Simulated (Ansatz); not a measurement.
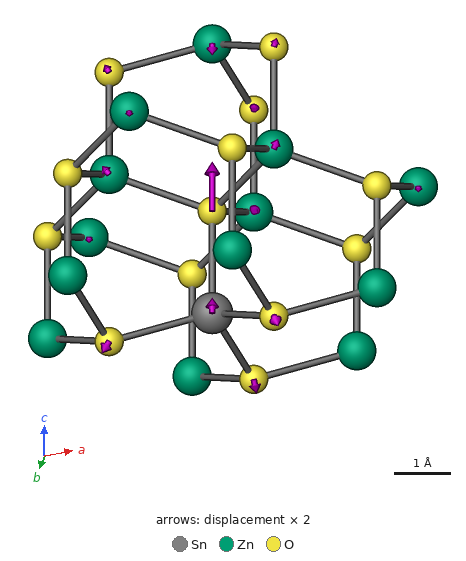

This is a relaxation of a defect cell of composition Zn15SnO16. The starting structure is drawn; purple arrows show the displacements, 2 times their true length.

The picture is a ball-and-stick view of the atoms within 4.2 Å of the atom that moves most (axes of the cell of the calculation (origin shifted)), seen from a free direction.

The calculation used DFT, PBE, plane-wave PAW, default files, scalar-relativistic in Ansatz 0.2.0.

Input file:
```yaml
crystal:
  lattice:
    - [6.498616, 0.0, 0.0]
    - [-3.249308, 5.6279665454, 0.0]
    - [0.0, 0.0, 10.411418]
  atoms:
    - { symbol: Sn, position: [0.1666666666, 0.3333333334, 0.25] }
    - { symbol: Zn, position: [0.1666666666, 0.3333333334, 0.75] }
    - { symbol: Zn, position: [0.1666666666, 0.8333333334, 0.25] }
    - { symbol: Zn, position: [0.1666666666, 0.8333333334, 0.75] }
    - { symbol: Zn, position: [0.6666666666, 0.3333333334, 0.25] }
    - { symbol: Zn, position: [0.6666666666, 0.3333333334, 0.75] }
    - { symbol: Zn, position: [0.6666666666, 0.8333333334, 0.25] }
    - { symbol: Zn, position: [0.6666666666, 0.8333333334, 0.75] }
    - { symbol: Zn, position: [0.3333333334, 0.1666666666, 0.0] }
    - { symbol: Zn, position: [0.3333333334, 0.1666666666, 0.5] }
    - { symbol: Zn, position: [0.3333333334, 0.6666666666, 0.0] }
    - { symbol: Zn, position: [0.3333333334, 0.6666666666, 0.5] }
    - { symbol: Zn, position: [0.8333333334, 0.1666666666, 0.0] }
    - { symbol: Zn, position: [0.8333333334, 0.1666666666, 0.5] }
    - { symbol: Zn, position: [0.8333333334, 0.6666666666, 0.0] }
    - { symbol: Zn, position: [0.8333333334, 0.6666666666, 0.5] }
    - { symbol: O, position: [0.3333333334, 0.1666666666, 0.189505] }
    - { symbol: O, position: [0.3333333334, 0.1666666666, 0.689505] }
    - { symbol: O, position: [0.3333333334, 0.6666666666, 0.189505] }
    - { symbol: O, position: [0.3333333334, 0.6666666666, 0.689505] }
    - { symbol: O, position: [0.8333333334, 0.1666666666, 0.189505] }
    - { symbol: O, position: [0.8333333334, 0.1666666666, 0.689505] }
    - { symbol: O, position: [0.8333333334, 0.6666666666, 0.189505] }
    - { symbol: O, position: [0.8333333334, 0.6666666666, 0.689505] }
    - { symbol: O, position: [0.1666666666, 0.3333333334, 0.439505] }
    - { symbol: O, position: [0.1666666666, 0.3333333334, 0.939505] }
    - { symbol: O, position: [0.1666666666, 0.8333333334, 0.439505] }
    - { symbol: O, position: [0.1666666666, 0.8333333334, 0.939505] }
    - { symbol: O, position: [0.6666666666, 0.3333333334, 0.439505] }
    - { symbol: O, position: [0.6666666666, 0.3333333334, 0.939505] }
    - { symbol: O, position: [0.6666666666, 0.8333333334, 0.439505] }
    - { symbol: O, position: [0.6666666666, 0.8333333334, 0.939505] }
kpoints:
  mp_grid: { grid: [3, 3, 2] }
scf:
  occupations: { method: fermi_dirac, width: 0.01 }
hamiltonian:
  xc: pbe
  pseudopotentials: { kind: paw }
output:
  forces: true
  stress: true
  populations: true
  efg:
    quadrupole_moments_barn: { Sn: -0.132, Zn: 0.122, O: -0.02558 }
    contact_densities: true
  write_density: true
  write_potential: true
  elf: true
  volumetric_format: npy
relax:
  f_tol: 0.03
  max_steps: 40
```

Run as
```bash
ansatz run input.yaml --threads 1 --pin off --max-ram 3072MiB --backend cpu --events-out ev --progress --plain --runs-dir out
```

Question: What happened in the run?

Answer: O25 moves most: 0.48 Å along +c. By element the largest moves are O 0.48 Å, Sn 0.15 Å, Zn 0.13 Å. The lattice vectors keep their values. Near-neighbour distances that change, for instance: Sn1–O25 1.973 → 2.303 Å, Sn1–O17 1.979 → 2.142 Å, Zn10–O25 1.979 → 1.953 Å, Zn10–O18 1.973 → 1.968 Å. Among the angles between lasting bonds that change: O20–Zn12–O25 108.6° → 96.1°, Sn1–O25–Zn10 108.6° → 96.7°, Zn10–O25–Zn12 110.4° → 118.7°. After 6 accepted moves (7 points after the start) the energy has fallen by 0.732 eV per cell of the calculation. The largest force component goes from 1.7 to 0.021 eV/Å. 1 step only repeated the SCF at the same geometry. The run took 6.7 min on 1 thread of Arm Neoverse V2, with other jobs on the host, peak memory 1 GiB.

Limits of the set-up: the periodic images lie only 6.5 Å apart, so the values are limited by the cell's size.
